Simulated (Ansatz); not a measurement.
System: Ge₃N₄.

Ge₃N₄, 56 atoms, a = 8.31 Å, b = 8.31 Å, c = 8.31 Å, α = 90.00°, β = 90.00°, γ = 90.00°.

Space group Fd-3m.

The calculation used DFT, PBE, plane-wave PAW, default files, scalar-relativistic, frozen cores (Ansatz).

Q: What can the converged valence pseudo-density and electron localisation function tell about the bonding?

A: Ge–N (2.01 Å): the density is about 0.71 e/Å³ at the midpoint; the ELF peaks at about 0.85 in the valence shell of N, 0.7 Å from its nucleus, and is about 0.55 at the midpoint.

Q: Metal or insulator at this level of theory?

A: It is gapped, with a Kohn–Sham gap of 1.9 eV on the k-point mesh (the band edges may lie off the mesh, which would make the gap smaller).

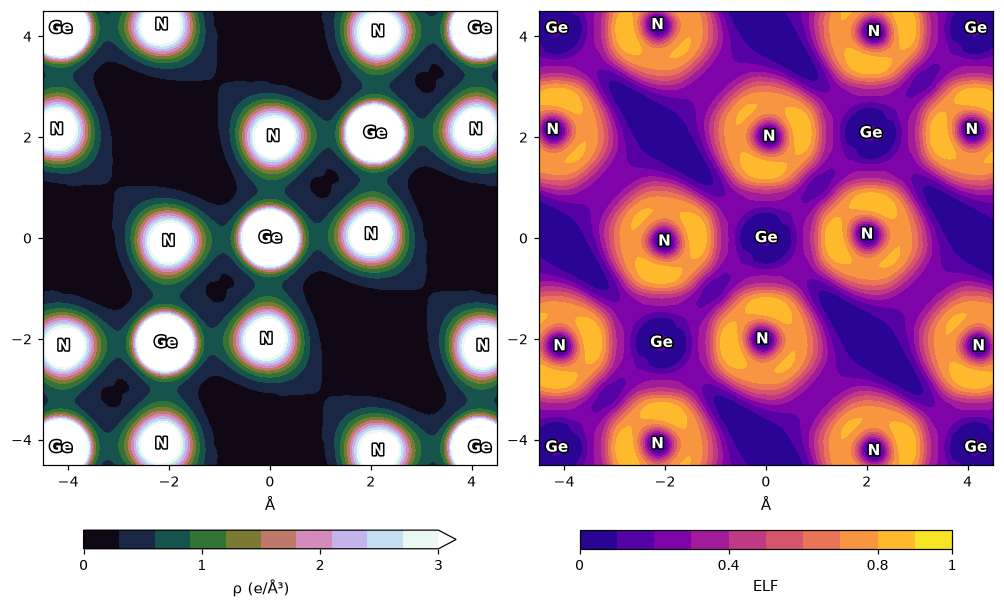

Computed valence pseudo-density and electron localisation function on the (010) plane of the conventional cell, in this order. 

Core electrons are frozen (PAW), and the valence fields are smoothed inside the atomic spheres.
